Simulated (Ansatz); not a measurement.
Here is a crystal structure:

```xyz
1
Lattice="11.5993 0.0000 0.0000 -5.7996 10.0453 0.0000 0.0000 0.0000 3.9671" Properties=species:S:1:pos:R:3 pbc="T T T"
Sr    5.7996    0.0000    0.0000
```

Say what kind of structure these coordinates give.

Answer. The element is strontium. The cell holds one atom. The coordination shell of Sr holds two Sr in a linear arrangement at 3.97 Å. The bonds build Sr chains along [001].

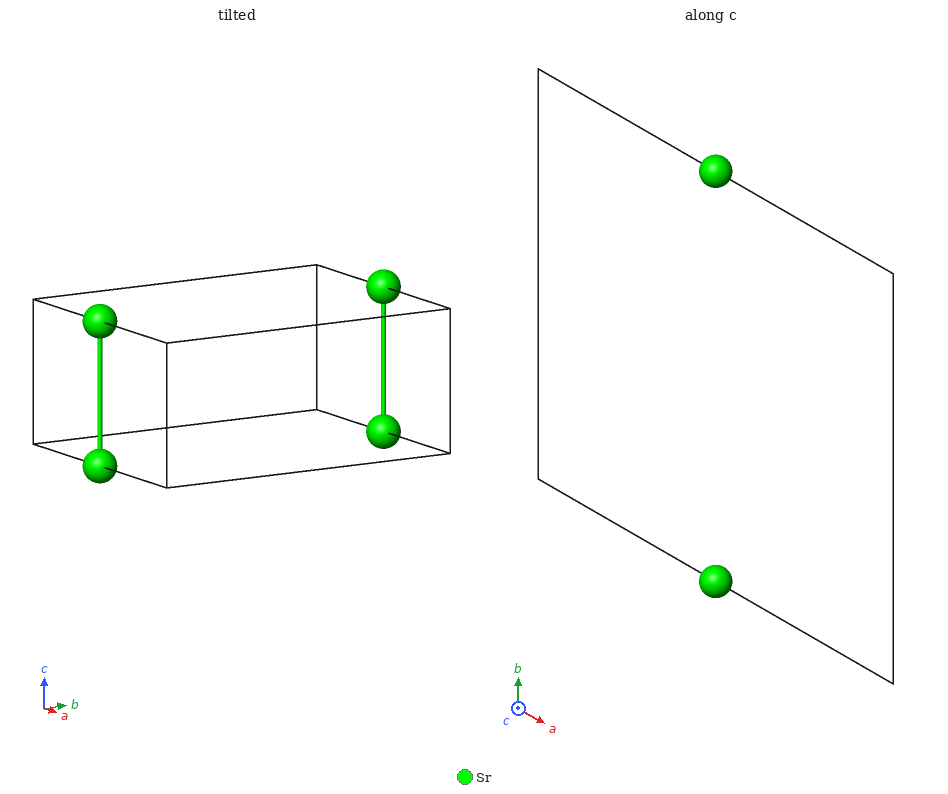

We look at a ball-and-stick model of the crystal slightly off an axis and along the c axis. One simulation cell is framed, with atoms on its boundary repeated.

The model was built from a structure listed in the Materials Project. The cell was then strained or its atoms displaced on purpose. It was run through Ansatz as a DFT input.
